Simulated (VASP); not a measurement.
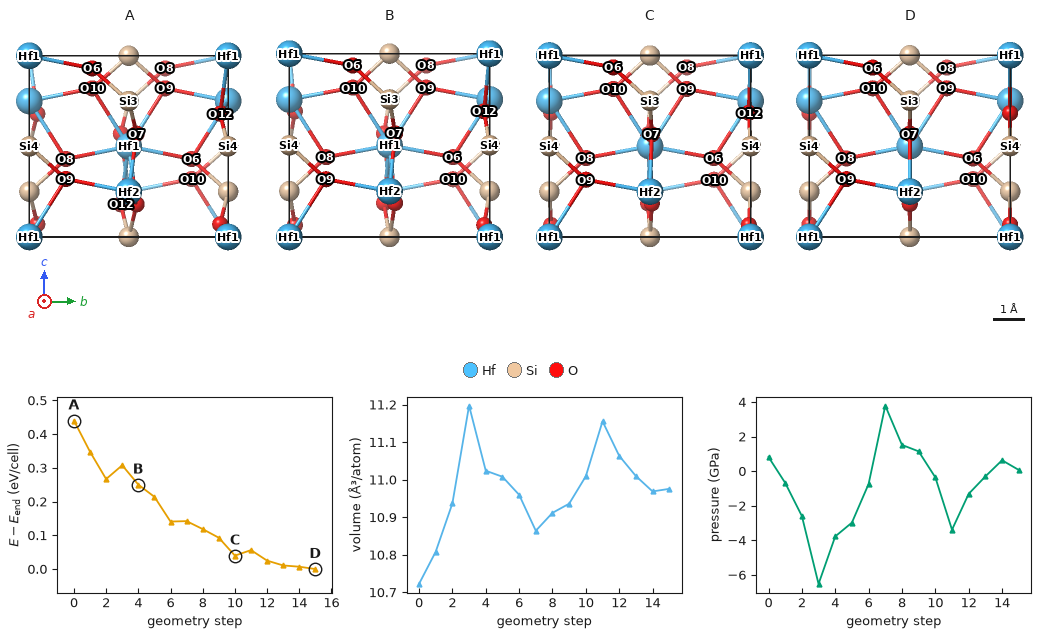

Frames of a relaxation of crystalline HfSiO4 (a generated structure, set up in I-42d), marked on the history of the run. A ball-and-stick model of the conventional cell (2 times the calculation's cell), seen along the a axis. Lengths and directions refer to the drawn axes.

The run lets cell and atoms move.

The calculation used Kohn-Sham DFT of a periodic cell, PBE, VASP PAW PBE potentials, recommended (VASP).

Input
```
PREC     = Normal         # precision mode
ENCUT    = 520            # plane-wave cutoff, eV
EDIFF    = 1E-4           # SCF threshold, eV
ISMEAR   = 0              # smearing method
SIGMA    = 0.15           # smearing width, eV
LREAL    = Auto         
LASPH    = True           # aspherical terms in the spheres
NELM     = 60             # most SCF steps
ALGO     = Fast           # electronic algorithm
ISIF     = 3              # what is computed and relaxed
LWAVE    = False          # write WAVECAR
LCHARG   = False          # write CHGCAR
GGA      = PE             # functional
IBRION   = 2              # ionic algorithm
NSW      = 24             # ionic steps
EDIFFG   = -0.08          # ionic threshold
KPAR     = 2
```

Launched with:
```bash
cat potpaw_PBE.64/Hf_pv/POTCAR potpaw_PBE.64/Si/POTCAR potpaw_PBE.64/O/POTCAR > POTCAR
mpirun -np 2 vasp_std > vasp.out
```

Question: What happens along the run?

Answer: The largest moves relative to the cell, 0.26 Å, are those of O atoms. Hf and Si stay in place. The volume changes by +2.4 %, with a = b 6.560 → 6.628 Å (+1.0 %), c 5.980 → 5.997 Å (+0.3 %). Some distances before and after: Hf–O 2.278 → 2.266 Å. Among the angles between lasting bonds that change: Hf–O–Si 145.7° → 149.3°. The space group (tolerance 0.01 Å) goes from I-42d (No. 122) to I4_1/amd (No. 141). After 15 geometry steps the energy has fallen by 0.440 eV per cell of the calculation. The largest force component goes from 0.48 to 0.023 eV/Å. Pressure: 0.82 GPa at the start and 0.07 GPa at the end. It ran on 2 threads of Intel(R) Xeon(R) Platinum 8488C (Sapphire Rapids) (shared host). From step 0 to 4: O atoms move most (0.09 Å), volume +2.8 %, energy −0.190 eV per cell of the calculation. From step 4 to 10: O atoms move most (0.12 Å), volume −0.1 %, energy −0.210 eV per cell of the calculation. From step 10 to 15: O atoms move most (0.06 Å), volume −0.3 %, energy −39.9 meV per cell of the calculation.
